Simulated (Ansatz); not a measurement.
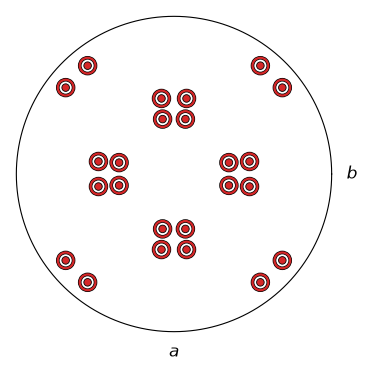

Stereographic projection: filled dots lie in the upper hemisphere, open rings in the lower. The c axis points at the viewer. The poles are all faces of one general form. Computed from the symmetry operations of a computed or model structure of composition Ti, which need not be its known form.

> Name the crystal class.

m-3m (Oh), order 48, cubic system: three fourfold axes, four threefold axes, six twofold axes, nine mirror planes, an inversion centre.

> Can such a crystal be piezoelectric, pyroelectric or chiral?

It is centrosymmetric, so neither piezoelectric nor pyroelectric; it is not chiral.
